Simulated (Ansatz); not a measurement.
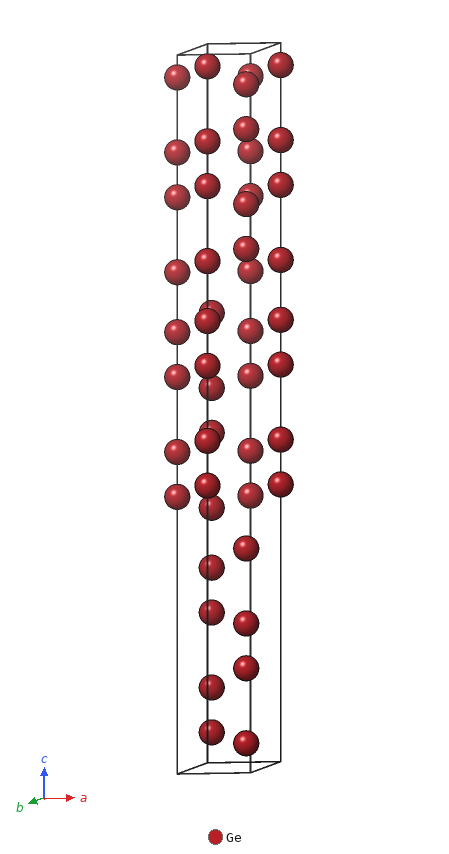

We look at a spheres-only model of the crystal from a general direction. The frame is the conventional unit cell; atoms at its boundary are shown with their periodic copies. Cell: a = 3.997 Å, b = 3.997 Å, c = 39.578 Å, α = 90.00°, β = 90.00°, γ = 120.00°.

The element is germanium. It is rhombohedral (trigonal R), space group R3m (No. 160). The cell holds 24 atoms.

Origin of the cell: a structure listed in the Materials Project. The cell was then strained or its atoms displaced on purpose. It was run through Ansatz as a DFT input.

At this level of theory the run's own cell isn't at rest (forces up to 0.7 eV/Å), so its distances can differ from those at equilibrium, the more so the softer the solid.
